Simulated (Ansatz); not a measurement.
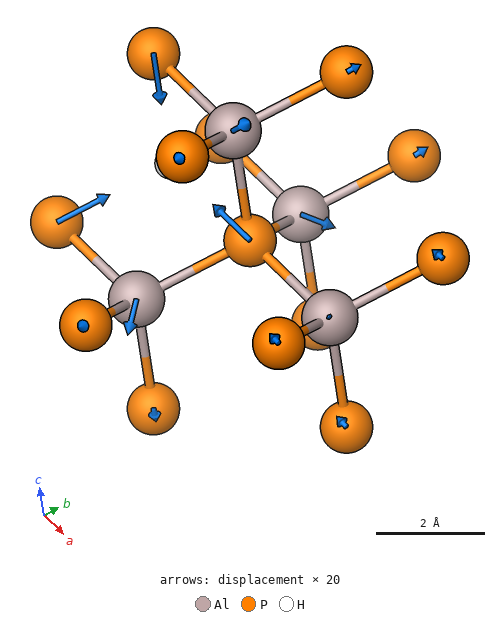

This is a relaxation of a defect cell of composition Al16P16H (cell charge +1). The starting structure is drawn; blue arrows show the displacements, 20 times their true length.

The picture is a ball-and-stick view of the atoms within 4.2 Å of the atom that moves most (axes of the cell of the calculation), seen slightly off an axis.

Case: H interstitial, charge +1, atoms relaxed at the host's cell.

These are results of DFT PBE, scalar-relativistic, plane waves, PAW in Ansatz, not measurements.

The input:
```yaml
crystal:
  lattice:
    - [-5.5073398905, -5.5073398905, 5.5073398905]
    - [5.5073398905, 5.5073398905, 5.5073398905]
    - [-5.5073398905, 5.5073398905, -5.5073398905]
  atoms:
    - { symbol: Al, position: [0.7499043682, 0.5, 0.7499043682] }
    - { symbol: Al, position: [0.0, 0.5, 0.5009902876] }
    - { symbol: Al, position: [0.75, 0.75, 0.5] }
    - { symbol: Al, position: [0.2500956318, 0.5, 0.2500956318] }
    - { symbol: Al, position: [0.0, 0.7500956318, 0.2500956318] }
    - { symbol: Al, position: [0.75, 0.0, 0.25] }
    - { symbol: Al, position: [0.5009902876, 0.5, 0.0] }
    - { symbol: Al, position: [0.2500956318, 0.7500956318, 0.0] }
    - { symbol: Al, position: [0.0, 0.0009902876, 0.0] }
    - { symbol: Al, position: [0.7499043682, 0.2499043682, 0.0] }
    - { symbol: Al, position: [0.5, 0.75, 0.75] }
    - { symbol: Al, position: [0.25, 0.0, 0.75] }
    - { symbol: Al, position: [0.0, 0.2499043682, 0.7499043682] }
    - { symbol: Al, position: [0.4990097124, -0.0009902876, 0.4990097124] }
    - { symbol: Al, position: [0.25, 0.25, 0.5] }
    - { symbol: Al, position: [0.5, 0.25, 0.25] }
    - { symbol: P, position: [0.0, 0.7502447374, 0.0] }
    - { symbol: P, position: [0.2502365725, 0.7502365725, 0.7502177932] }
    - { symbol: P, position: [0.0, -1.87793e-05, 0.7497634275] }
    - { symbol: P, position: [0.5000187793, 0.7497822068, 0.5000187793] }
    - { symbol: P, position: [0.2497822068, 1.87793e-05, 0.5000187793] }
    - { symbol: P, position: [0.0, 0.2497634275, 0.4999812207] }
    - { symbol: P, position: [0.7502177932, 0.7502365725, 0.2502365725] }
    - { symbol: P, position: [0.5000187793, 1.87793e-05, 0.2497822068] }
    - { symbol: P, position: [0.2502365725, 0.2502177932, 0.2502365725] }
    - { symbol: P, position: [0.0, 0.5, 0.2502447374] }
    - { symbol: P, position: [0.7497634275, -1.87793e-05, 0.0] }
    - { symbol: P, position: [0.4999812207, 0.2497634275, 0.0] }
    - { symbol: P, position: [0.2502447374, 0.5, 0.0] }
    - { symbol: P, position: [0.7497552626, 0.2497552626, 0.7497552626] }
    - { symbol: P, position: [0.4999812207, 0.5, 0.7497634275] }
    - { symbol: P, position: [0.7497634275, 0.5, 0.4999812207] }
    - { symbol: H, position: [0.0, 0.5, 0.0] }
  host:
    lattice:
      - [0.0, 2.7536699453, 2.7536699453]
      - [2.7536699453, 0.0, 2.7536699453]
      - [2.7536699453, 2.7536699453, 0.0]
    atoms:
      - { symbol: Al, position: [0.0, 0.0, 0.0] }
      - { symbol: P, position: [0.75, 0.75, 0.75] }
total_charge: 1
basis:
  ecutwfc: 420
  xc_grid: 2
kpoints:
  mp_grid: { grid: [2, 2, 2], shift: [0.5, 0.5, 0.5] }
hamiltonian:
  xc: pbe
scf:
  occupations: { method: gaussian, width: 0.01 }
output:
  forces: true
  stress: false
  eigenvalues: true
  charged_corrections:
    defect_position: [0.0, 0.5, 0.0]
    epsilon: [[10.3826, 0.0, 0.0], [0.0, 10.3826, 0.0], [0.0, 0.0, 10.3826]]
relax:
  adjacent_minimum: "off"
  f_tol: 0.025
  max_steps: 45
```

Command:
```bash
ansatz run input.yaml --threads 4 --pin off --max-ram 6144MiB --backend cpu --events-out ev --progress --plain --runs-dir out
```

Atoms of which element are displaced furthest, and by how much?

Answer. Phosphorus: up to 0.057 Å, against 0.038 Å for aluminium.

What happened in the run?

Answer. Over 2 geometry steps the energy falls by 97.1 meV per cell of the calculation. Largest force component: 0.35 eV/Å at the start, 0.014 eV/Å at the end. The largest moves, 0.057 Å, are those of P17, P26, P29 and P30. P29 goes along −a. Largest moves by element: P 0.057 Å, Al 0.038 Å. H stays in place. The cell doesn't change. Among the contacts that change: Al7–P29 2.392 → 2.445 Å, Al13–P19 2.384 → 2.378 Å, Al13–P29 2.386 → 2.390 Å. Among the angles between lasting bonds that change: P29–Al13–P30 109.5° → 105.5°, Al4–P29–Al7 109.5° → 107.5°.

Limits of the set-up: the cell is charged, on a uniform background, and energies carry no finite-size correction.
